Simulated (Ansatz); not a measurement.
Given this structure:

```
CELL_PARAMETERS angstrom
3.01065 0.00000 0.00000
-1.50532 2.60730 0.00000
0.00000 0.00000 6.93075
ATOMIC_POSITIONS crystal
Ga 0.00000 0.00000 0.00000
N 0.66667 0.33333 0.83333
Ga 0.66667 0.33333 0.33333
N 0.33333 0.66667 0.16667
Ga 0.33333 0.66667 0.66667
N 0.00000 0.00000 0.50000
```

Q: Characterise the structure given above.

A: The structure is one of GaN. The lattice is rhombohedral (trigonal R) and the space group R-3m (No. 166). In the cell are 3 Ga, 3 N, which makes 3 formula units. About every Ga there are six N in an octahedral arrangement at 2.09 Å. Around each N lie six Ga in an octahedral arrangement at 2.09 Å. The bonds build a three-dimensional framework.

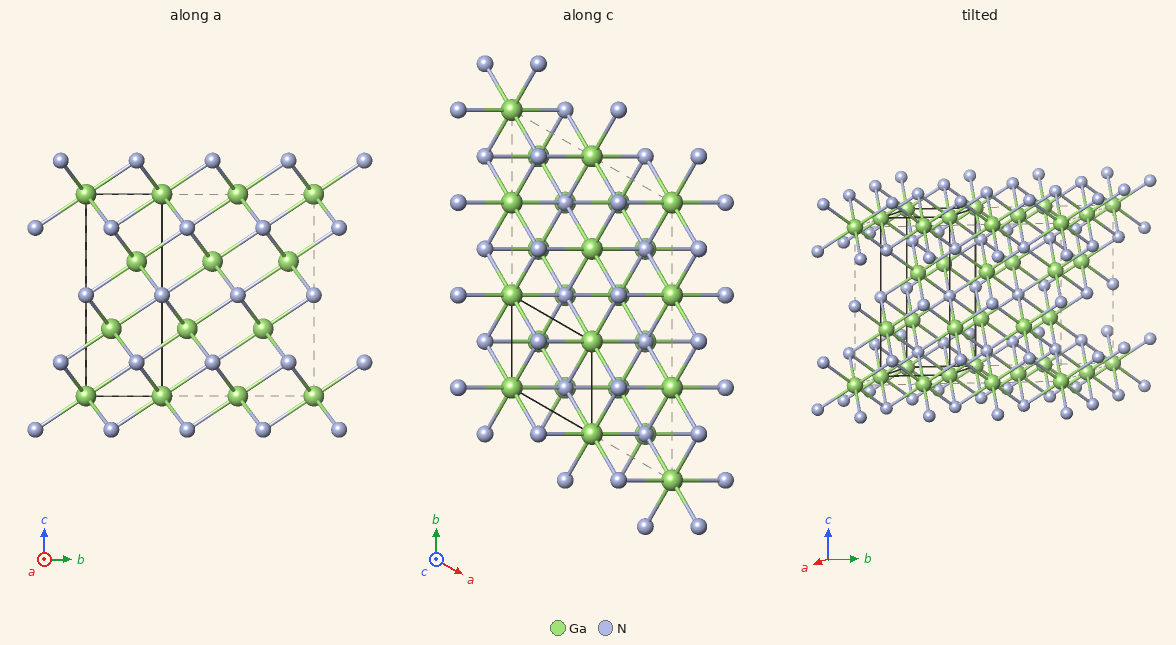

An orthographic ball-and-stick view of the structure, along the a axis, along the c axis and slightly off an axis. Shown are 2×3×1 repeats of the conventional unit cell, one of them outlined in solid lines. Some neighbours outside the box are added.

Provenance: a structure listed in the Materials Project. The cell was then strained or its atoms displaced on purpose. It was run through Ansatz as a DFT input.

At this level of theory the cell isn't at rest (compressed, at 9 GPa), so its distances can differ from those at equilibrium, the more so the softer the solid.
